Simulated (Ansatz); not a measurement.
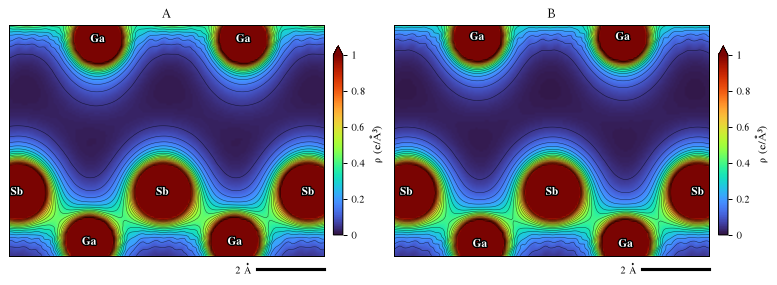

GaSb. The valence charge density (pseudo) of two cells that differ in size and shape, on the (101̄) plane of each (indices in the axes of the calculation cell), at one length scale and on one colour scale; one has 27.5 and the other 29.3 Å³ an atom.

Method: Ansatz, DFT, PBE, plane waves, PAW.

The larger cell:

```
Ga Sb
1.0
    -0.03066    3.06588    3.06588
     3.06588   -0.03066    3.06588
     3.06588    3.06588   -0.03066
Ga Sb
1 1
Direct
  0.99934 0.99934 0.99934
  0.25066 0.25066 0.25066
```

The smaller cell: a = 4.333 Å, b = 4.333 Å, c = 4.333 Å, α = 58.06°, β = 58.06°, γ = 58.06°.

Q: Which is the denser cell? Describe the effect of the change.

A: Panel A is the smaller cell, by 6 % in volume. From the larger cell to the smaller, Ga–Sb goes from 2.66 to 2.60 Å, and the density at its midpoint from 0.42 to 0.45 e/Å³; the pressure goes from 1.2 to 4.8 GPa.
